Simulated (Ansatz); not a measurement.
**Single-point calculation of Ti**

- system: Ti (slab, 12 atoms in the cell)
- method: DFT PBE+D3(BJ), scalar-relativistic, plane waves, PAW, no spin polarisation (Ansatz 0.2.0)

The structure derives from an entry of the Crystallography Open Database. It belongs to a series of runs on one base structure; here: the slab at its places in the relaxed adsorbed structure. Figures and captions count atoms from 1; the log counts them from 0 in places.

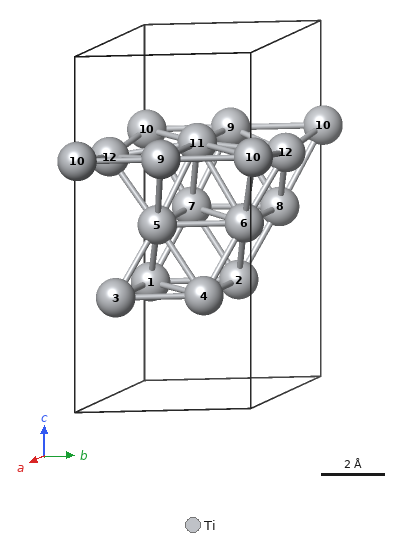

Fig. 1: The input geometry (ball-and-stick view of the cell of the calculation, with the vacuum cut short, seen slightly off an axis; atoms are numbered from 1 in the order of the input). An atom can appear more than once, as a periodic image. Near neighbours in the periodic cell (some may lie outside the picture): Ti has 9 Ti at 2.69 to 3.00 Å; Ti has 12 Ti at 2.69 to 3.00 Å.

## Summary

| quantity | value |
| --- | --- |
| outcome | converged |
| electrons treated | 144 |
| free energy | −29993.4281 eV |
| work function, top face | 4.41 eV |
| work function, bottom face | 4.56 eV |
| Fermi energy | 0.962 eV |
| gap on the k-point mesh | none (metallic) |
| work function (upper face) | 4.41 eV |
| largest force (length of the vector) | 0.666 eV/Å |
| hardware | 4 threads of Intel Xeon (Sapphire Rapids), 192 GiB of memory available, shared host |
| wall time | 16 s (CPU time 58 s) |
| peak memory | 1.5 GiB |

## The input
```yaml
crystal:
  lattice:
    - [5.7102790035, 0.0, 0.0]
    - [-2.8551395017, 4.9452466797, 0.0]
    - [0.0, 0.0, 24.6424232825]
  atoms:
    - { symbol: Ti, position: [0.3333333333, 0.1666666667, 0.3246433968] }
    - { symbol: Ti, position: [0.3333333333, 0.6666666667, 0.3246433968] }
    - { symbol: Ti, position: [0.8333333333, 0.1666666667, 0.3246433968] }
    - { symbol: Ti, position: [0.8333333333, 0.6666666667, 0.3246433968] }
    - { symbol: Ti, position: [0.6688073607, 0.3377593712, 0.4137791202] }
    - { symbol: Ti, position: [0.6689739549, 0.8313597372, 0.4137343488] }
    - { symbol: Ti, position: [0.1666951217, 0.3334978283, 0.4168236621] }
    - { symbol: Ti, position: [0.1623952938, 0.8312551836, 0.4137576503] }
    - { symbol: Ti, position: [0.0083740912, 0.4917657109, 0.5145852121] }
    - { symbol: Ti, position: [0.008493259, 0.0166262896, 0.5145208654] }
    - { symbol: Ti, position: [0.4837150772, 0.4920910058, 0.5144864791] }
    - { symbol: Ti, position: [0.5000676024, 2.05952e-05, 0.4991966963] }
basis:
  ecutwfc: 420
kpoints:
  mp_grid: { grid: [4, 4, 1] }
hamiltonian:
  xc: pbe
  dispersion: d3bj
scf:
  occupations: { method: gaussian, width: 0.1 }
output:
  forces: true
  eigenvalues: true
  write_density: true
  volumetric_format: npy
efield:
  axis: 3
  dipole_correction: true
  ramp_width: 0.04
```

Command:
```bash
ansatz run input.yaml --threads 4 --pin off --max-ram 10240MiB --backend cpu --events-out ev --progress --plain --runs-dir out
```

## Output
```
Engine: ansatz 0.2.0, x86_64-unknown-linux-gnu
Pseudopotentials: kind: paw
Pseudopotential: Ti, paw, valence charge 12, recommended cutoff 420 eV (normal), Ti.paw.azcp
Functional definition: PBE
  parameter kappa = 0.804
  parameter beta = 0.06672455060314922
  exchange = pbe_x(kappa = kappa, mu = beta*pi^2/3)
  correlation = pbe_c(beta = beta)
Crystal: 12 atoms, lattice volume = 695.871 Å³
Basis set: ecut = 420 eV, 13691 PW (Γ), exchange–correlation on 80×80×360 points (8 copies of the dense FFT grid, shifted against one another)
Bands: 87, of which v1, the nominal top of the filled ones, is band 72 counted from 1 (71 counted from 0)
Symmetry: 1 space group operations
Space group: P1 (ITA 1), of the structure as read, at distance tolerance 8.9e-5 Å
k-points: 10 of 16 (time reversal used)
Non-local potential: Ti, projectors of the file, l = 0: 3, l = 1: 2, l = 2: 3, l = 3: 1
PAW form: soft (Blöchl's): semilocal exchange-correlation on the pseudo side does not see the compensation charge
PAW one-centre angular grid: Ti, 590 points (default); XC on 64 Gauss nodes
Initial density: superposition of atomic densities (neutral atoms: chi_scale 0, normalization atom), corrected by the library's trained network
Initial wavefunctions: pseudopotential atomic-orbital guess
Functional: x = pbe(κ = 0.804, μ = 0.2195149727645171), c = pbe(β = 0.06672455060314922)
SCF iter   1: F=—  HF=-29993.451574 eV  |F-HF|=—  |Δ(HF+E_count)|=         —  Δρ=5.65e-3  dr2=1.13e0  ethr=1.77e-3  p=0.017 e·Å  D=4.51e-3 V/Å  ΔV_dip=-0.11 eV  dr2_dipole=2.69e-1  V_vac-E_F(+/−)=4.12/4.23 eV  ⟨swp⟩=9.0  Hψ=4057  notcnv=0
efield: sawtooth ramp at fractional position 0.8996 (placed from the atoms, in the widest stretch of the axis that holds none; the zero of the levels goes with the place), width 0.0400; the density the first Hamiltonian is built on has a dipole p = 0.017 e·Å; the dipole correction subtracts the counter field D = 4.51e-3 V/Å, which shifts the + side's vacuum level by -0.11 eV against the − side's; the planar-averaged density in the ramp window peaks in size at 4.7e-6 e/Å³
preconditioner: auto → LDOS  [metal: Δε(μ)=0.128 eV  Ē_g=2.127 eV  σ=0.100 eV  W_gap=0.48  n_scr=94 (ndim 8)  ℏωp=9.8 eV  f_vac=0.632  D(μ)=20.89/eV (n_scr^D=150)  β→1.0]
SCF iter   2: F=—  HF=-29993.433283 eV  |F-HF|=—  |Δ(HF+E_count)|=   1.83e-2  Δρ=3.04e-3  dr2=9.88e-2  ethr=7.86e-4  p=0.017 e·Å  D=4.31e-3 V/Å  ΔV_dip=-0.11 eV  dr2_dipole=2.93e-3  V_vac-E_F(+/−)=4.39/4.49 eV  ⟨swp⟩=2.0  Hψ=1117  notcnv=0  defer=26
SCF iter   3: F=—  HF=-29993.429642 eV  |F-HF|=—  |Δ(HF+E_count)|=   3.64e-3  Δρ=1.39e-3  dr2=2.62e-2  ethr=6.86e-5  p=0.020 e·Å  D=5.19e-3 V/Å  ΔV_dip=-0.13 eV  dr2_dipole=1.08e-3  V_vac-E_F(+/−)=4.39/4.51 eV  ⟨swp⟩=2.2  Hψ=1203  notcnv=0  defer=26
SCF iter   4: F=—  HF=-29993.427640 eV  |F-HF|=—  |Δ(HF+E_count)|=   2.00e-3  Δρ=2.70e-4  dr2=1.01e-3  ethr=1.82e-5  p=0.021 e·Å  D=5.46e-3 V/Å  ΔV_dip=-0.13 eV  dr2_dipole=4.30e-5  V_vac-E_F(+/−)=4.40/4.53 eV  ⟨swp⟩=2.0  Hψ=1048  notcnv=0  defer=26
SCF iter   5: F=—  HF=-29993.427789 eV  |F-HF|=—  |Δ(HF+E_count)|=   1.49e-4  Δρ=1.19e-4  dr2=1.55e-4  ethr=6.99e-7  p=0.022 e·Å  D=5.73e-3 V/Å  ΔV_dip=-0.14 eV  dr2_dipole=3.23e-6  V_vac-E_F(+/−)=4.41/4.55 eV  ⟨swp⟩=3.0  Hψ=1146  notcnv=0  defer=26
SCF iter   6: F=—  HF=-29993.427852 eV  |F-HF|=—  |Δ(HF+E_count)|=   6.37e-5  Δρ=4.76e-5  dr2=3.14e-5  ethr=1.07e-7  p=0.023 e·Å  D=5.97e-3 V/Å  ΔV_dip=-0.15 eV  dr2_dipole=1.94e-6  V_vac-E_F(+/−)=4.41/4.56 eV  ⟨swp⟩=2.0  Hψ=1089  notcnv=0  defer=26
SCF iter   7: F=—  HF=-29993.428077 eV  |F-HF|=—  |Δ(HF+E_count)|=   2.25e-4  Δρ=2.40e-5  dr2=7.27e-6  ethr=2.18e-8  p=0.023 e·Å  D=6.06e-3 V/Å  ΔV_dip=-0.15 eV  dr2_dipole=1.06e-7  V_vac-E_F(+/−)=4.41/4.56 eV  ⟨swp⟩=2.0  Hψ=1119  notcnv=0  defer=15
SCF iter   8: F=—  HF=-29993.428081 eV  |F-HF|=—  |Δ(HF+E_count)|=   3.46e-6  Δρ=6.35e-6  dr2=3.46e-7  ethr=5.05e-9  p=0.023 e·Å  D=6.10e-3 V/Å  ΔV_dip=-0.15 eV  dr2_dipole=1.06e-8  V_vac-E_F(+/−)=4.41/4.56 eV  ⟨swp⟩=2.1  Hψ=1042  notcnv=0  defer=15
SCF iter   9: F=-29993.428081 eV  HF=-29993.428081 eV  |F-HF|=1.25e-7  |Δ(HF+E_count)|=   7.31e-7  Δρ=2.22e-6  dr2=3.98e-8  ethr=6.94e-11  p=0.024 e·Å  D=6.12e-3 V/Å  ΔV_dip=-0.15 eV  dr2_dipole=3.03e-10  V_vac-E_F(+/−)=4.41/4.56 eV  ⟨swp⟩=15.3  Hψ=3875  notcnv=0
SCF 1 converged in 9 iterations: F = -29993.428081 eV  dr2 = 3.98e-8
  greatest PAW one-centre occupation: 0.999 electrons in one spin orbital (limit 2), on the Ti atom at site 5 (counted from 0), in its partial waves of l = 0
```

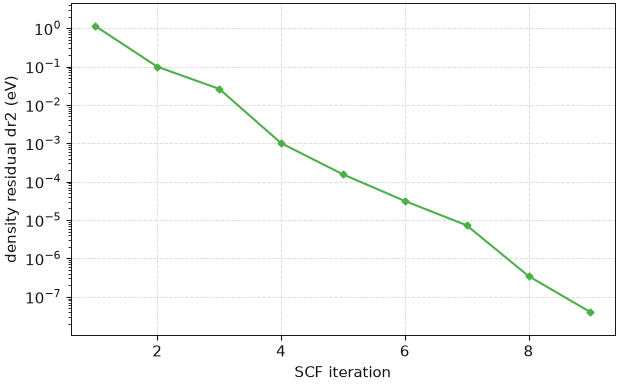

Fig. 2: Convergence of the self-consistent field: density residual dr2 against the SCF iteration. The residual falls at every step.

```
SCF converged after 9 iterations
Free energy (F): -29993.428081 eV
Harris-Foulkes:  -29993.428081 eV  (|F-HF|=1.25e-7)
Internal energy: -29993.318098 eV  (E = F + TS)
E sigma→0 (E₀):  -29993.373089 eV
Entropy (-TS):   -0.109984 eV (-9.165 meV/atom)
Fermi energy:    0.961765 eV
Dipole field:    D = 0.006128 V/Å  (p = 0.023568 e·Å, saw-weighted, corrected)
Work function:   Φ+ = 4.4113 eV   Φ− = 4.5623 eV
Levels:          The Fermi level and band energies are counted from a zero that moves with the ramp; work functions are not
--- Per-component energies (eV) ---
  E_band       = -3657.635891
  E_kinetic    = 3275.821430
  E_local      = -155228.252622  (includes V_loc(G=0)·N_el)
  E_nonlocal   = 107.439642
  E_hartree    = 75852.295682
  E_xc         = -1165.024585
  E_vxc        = -1457.040174  (∫ρ·V_xc dr)
  E_paw        = -12576.818779  (= ΣΔE_a)
  E_vpaw       = -2060.268950  (= ΣTr[D̂ρ^β])
  E_aug_tail   = 0.001486  (compensation charges beyond the density's cutoff)
  E_efield     = 0.000072  (sawtooth field / dipole correction)
  E_vefield    = 0.065229  (∫n·V_field dr)
  E_ewald      = 59746.322315
  E_disp       = -5.102739  (pairwise vdW)
  E_smearing   = -0.109984  (= −TS)
  E_closure    = 0.000000  (closes the sum)
  Σ components = -29993.428081   (vs F -29993.428081, Δ=0.00e0)
--- Forces (eV/Å), atoms counted from 1 ---
  atom   1  Ti    -0.01202769     0.00754095     0.08204110
  atom   2  Ti     0.00018931    -0.01331465     0.07873537
  atom   3  Ti     0.01034309     0.00982536     0.07895655
  atom   4  Ti     0.00129816    -0.00151260    -0.37079944
  atom   5  Ti     0.00057943     0.02886294     0.19867862
  atom   6  Ti     0.02346999    -0.01561417     0.20126489
  atom   7  Ti     0.00185392    -0.00076666     0.21898806
  atom   8  Ti    -0.02487128    -0.01501632     0.20158988
  atom   9  Ti    -0.20841850     0.12102947    -0.45105186
  atom  10  Ti    -0.00248001    -0.24038157    -0.45300338
  atom  11  Ti     0.20787602     0.11827817    -0.45160952
  atom  12  Ti     0.00218042     0.00106439     0.66624153
  max |Σ_I F_I| component: 3.18e-5 eV/Å
--- Band table (eV; the first three rows and the last of 10) ---
  k-point 0: bands = ["-55.8380", "-55.7758", "-55.7428", "-55.7420", "-55.6682", "-55.6681", "-55.6535", "-55.5389", "-55.4803", "-55.4107", "-55.3943", "-55.3938", "-32.4224", "-32.3591", "-32.3591", "-32.3351", "-32.2931", "-32.2850", "-32.2846", "-32.2270", "-32.1985", "-32.1983", "-32.1270", "-32.0586", "-32.0577", "-31.9085", "-31.8826", "-31.8824", "-31.8705", "-31.8517", "-31.8470", "-31.8469", "-31.8252", "-31.8249", "-31.7855", "-31.7235", "-31.7231", "-31.6986", "-31.6986", "-31.6654", "-31.6012", "-31.6008", "-31.5417", "-31.5414", "-31.5413", "-31.5240", "-31.4225", "-31.4224", "-4.6616", "-3.2916", "-2.0771", "-1.5795", "-1.5791", "-1.5177", "-1.3545", "-1.3457", "-1.3455", "-0.8945", "-0.8941", "-0.8876", "-0.7603", "-0.6252", "-0.6247", "-0.0117", "0.1036", "0.1038", "0.7538", "0.8898", "1.1306", "1.2597", "1.2601", "1.3071", "1.5280", "1.5287", "1.7130", "1.7578", "1.7579", "1.7802", "1.7807", "1.8098", "2.0200", "2.0207", "2.0210", "2.0229", "2.0235", "2.1455", "2.1464"]
  k-point 1: bands = ["-55.8279", "-55.7598", "-55.7510", "-55.7424", "-55.6818", "-55.6682", "-55.6563", "-55.5356", "-55.4752", "-55.4182", "-55.3969", "-55.3938", "-32.3757", "-32.3109", "-32.2986", "-32.2747", "-32.2621", "-32.2385", "-32.2231", "-32.1871", "-32.1695", "-32.1651", "-32.1196", "-32.0751", "-32.0611", "-31.9610", "-31.9216", "-31.9117", "-31.8968", "-31.8850", "-31.8578", "-31.8331", "-31.8289", "-31.8178", "-31.8110", "-31.7722", "-31.7541", "-31.7329", "-31.7181", "-31.6570", "-31.6177", "-31.6003", "-31.5794", "-31.5740", "-31.5266", "-31.5200", "-31.4897", "-31.4396", "-4.2095", "-2.8633", "-1.8655", "-1.6750", "-1.4304", "-1.3560", "-1.3296", "-1.1287", "-1.1196", "-0.6973", "-0.5620", "-0.5539", "-0.5111", "-0.4120", "-0.3988", "0.0842", "0.1684", "0.1810", "0.6247", "0.8083", "0.9819", "1.0153", "1.1041", "1.1268", "1.2303", "1.3492", "1.3524", "1.5133", "1.5215", "1.5270", "1.6019", "1.7092", "1.7565", "1.8173", "1.8803", "1.9844", "1.9848", "2.0121", "2.0999"]
  k-point 2: bands = ["-55.8145", "-55.7630", "-55.7424", "-55.7240", "-55.7171", "-55.6683", "-55.6573", "-55.5328", "-55.4655", "-55.4309", "-55.3984", "-55.3938", "-32.3226", "-32.2418", "-32.2327", "-32.2082", "-32.1980", "-32.1814", "-32.1411", "-32.1312", "-32.1213", "-32.1164", "-32.1004", "-32.0710", "-32.0424", "-32.0254", "-32.0054", "-32.0042", "-31.9781", "-31.9534", "-31.9227", "-31.8586", "-31.8216", "-31.8074", "-31.7781", "-31.7766", "-31.7561", "-31.7496", "-31.7121", "-31.6981", "-31.6616", "-31.6354", "-31.6211", "-31.5889", "-31.5648", "-31.5033", "-31.4988", "-31.4699", "-3.0522", "-3.0382", "-1.8878", "-1.8683", "-1.0836", "-1.0495", "-0.9129", "-0.8268", "-0.7631", "-0.7588", "-0.1360", "-0.1277", "-0.0439", "-0.0065", "0.0505", "0.1395", "0.3169", "0.3907", "0.4676", "0.4799", "0.5457", "0.5908", "0.7209", "0.7550", "0.7760", "0.8280", "0.9753", "0.9857", "1.0131", "1.1397", "1.2330", "1.3622", "1.4363", "1.6533", "1.6544", "1.8368", "1.9067", "1.9372", "2.1948"]
  k-point 9: bands = ["-55.8145", "-55.7634", "-55.7421", "-55.7239", "-55.7172", "-55.6682", "-55.6574", "-55.5329", "-55.4654", "-55.4311", "-55.3978", "-55.3943", "-32.3225", "-32.2418", "-32.2328", "-32.2080", "-32.1981", "-32.1816", "-32.1415", "-32.1314", "-32.1214", "-32.1162", "-32.1005", "-32.0708", "-32.0423", "-32.0253", "-32.0055", "-32.0039", "-31.9778", "-31.9532", "-31.9228", "-31.8586", "-31.8212", "-31.8073", "-31.7782", "-31.7766", "-31.7566", "-31.7499", "-31.7122", "-31.6982", "-31.6617", "-31.6358", "-31.6206", "-31.5892", "-31.5646", "-31.5032", "-31.4983", "-31.4703", "-3.0521", "-3.0383", "-1.8877", "-1.8683", "-1.0835", "-1.0494", "-0.9127", "-0.8265", "-0.7634", "-0.7585", "-0.1359", "-0.1264", "-0.0443", "-0.0073", "0.0508", "0.1385", "0.3170", "0.3908", "0.4685", "0.4795", "0.5460", "0.5912", "0.7212", "0.7551", "0.7755", "0.8281", "0.9747", "0.9851", "1.0133", "1.1408", "1.2324", "1.3642", "1.4369", "1.6530", "1.6539", "1.8377", "1.9045", "1.9367", "2.1948"]
```

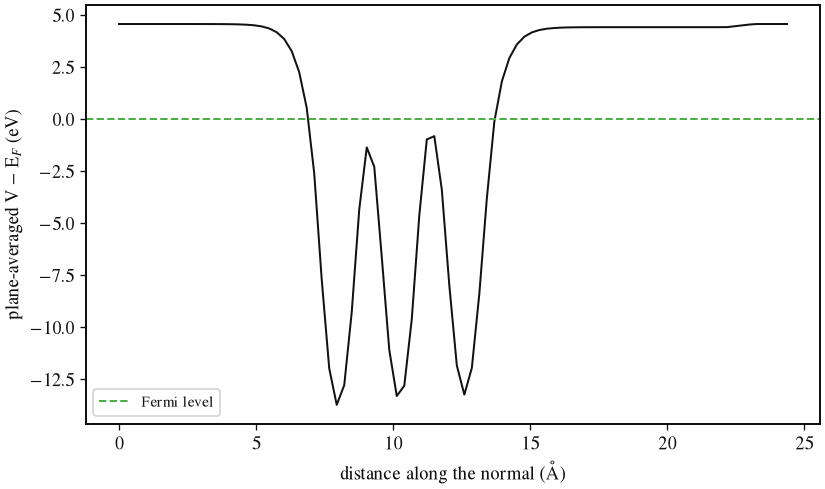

Fig. 3: Plane average of the electrostatic potential energy of an electron across the cell, from the Fermi level. The vacuum level lies 4.41 eV above the Fermi level on the upper side and 4.56 eV on the lower.

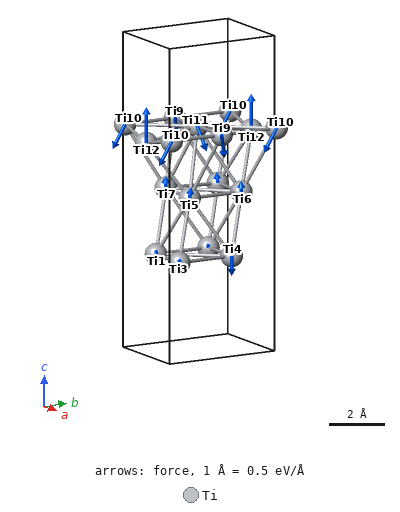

Fig. 4: Forces on the atoms as blue arrows (ball-and-stick view of the cell of the calculation, with the vacuum cut short, seen slightly off an axis; atoms are numbered from 1 in the order of the input). The largest act on Ti12 (0.67 eV/Å); Ti9, Ti10, Ti11 (0.51 eV/Å); Ti4 (0.37 eV/Å); Ti7 (0.22 eV/Å), among others. The geometry is not a stationary point of this energy.

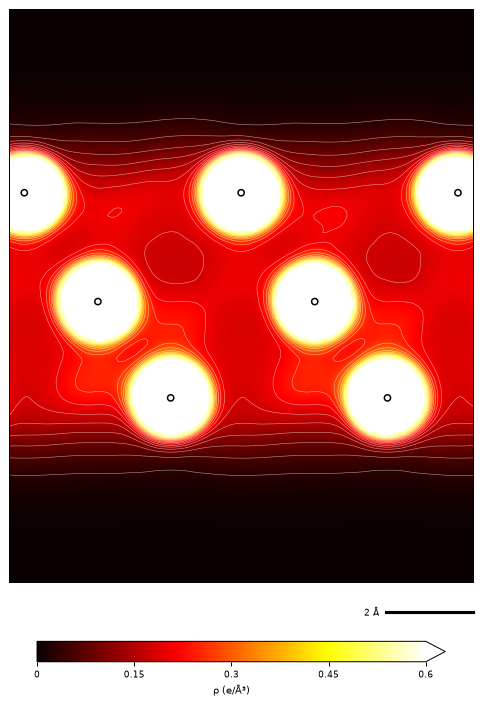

Fig. 5: Valence charge density (pseudo) on the (110) plane of the calculation cell, a cut from vacuum to vacuum. Circles mark the nuclei in the plane (Ti). The section cuts through Ti sites. Ti–Ti (2.75 Å): ρ is about 0.23 e/Å³ halfway. Ti–Ti (3.00 Å): ρ is about 0.19 e/Å³ halfway. The density dies away to nearly zero in the vacuum. In a PAW calculation such maps are meaningful between the atoms, not at the nuclei.
